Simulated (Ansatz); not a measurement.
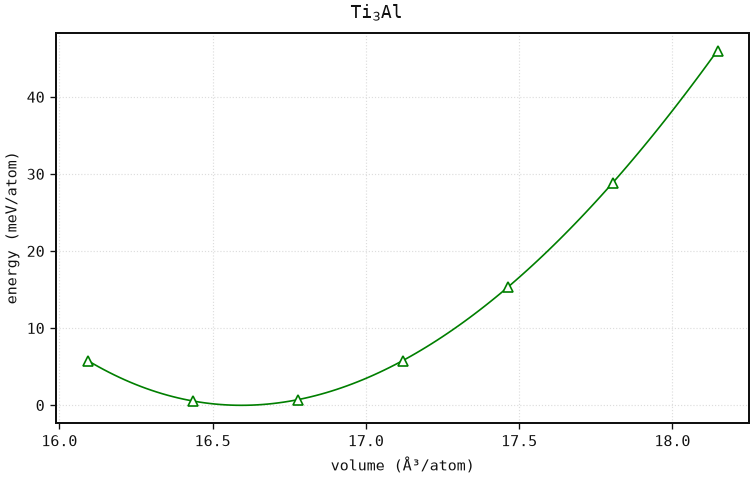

The picture above shows the energy against volume for Ti₃Al, space group P-6m2 (No. 187).

Starting cell:
```yaml
crystal:
  lattice:
    - [2.92754, 0.00000, 0.00000]
    - [-1.46377, 2.53533, 0.00000]
    - [0.00000, 0.00000, 9.22636]
  atoms:
    - { symbol: Ti, position: [0.33333, 0.66667, 0.24941] }
    - { symbol: Ti, position: [0.33333, 0.66667, 0.75059] }
    - { symbol: Ti, position: [0.66667, 0.33333, 0.00000] }
    - { symbol: Al, position: [0.66667, 0.33333, 0.50000] }
```

Computed with Ansatz 0.2.0: all-electron LAPW DFT, no spin polarisation; energies at scaled volumes of the given cell, shape and fractions fixed, counted from the fit's minimum, third-order Birch-Murnaghan fit. Level: PBEsol.

```csv
setting,value
k mesh,10×10×3
occupations,Fermi–Dirac
smearing width,0.05 eV
potentials,"all electron LAPW, scalar relativistic"
program settings,basis error eV/atom 0.001
```

From this curve and the settings, what does the calculation give for the pressure at the same points?

The pressure falls from 3.79 GPa at volume 16.09 Å³/atom to −8.84 GPa at 18.15 Å³/atom, and changes sign near 16.60 Å³/atom.

```csv
volume (Å³/atom),pressure (GPa)
16.09,3.79
16.44,1.14
16.78,-1.26
17.12,-3.44
17.46,-5.42
17.80,-7.22
18.15,-8.84
```

Note: shape and atomic fractions are frozen while scaling, which makes layered, chain and framework solids too stiff.
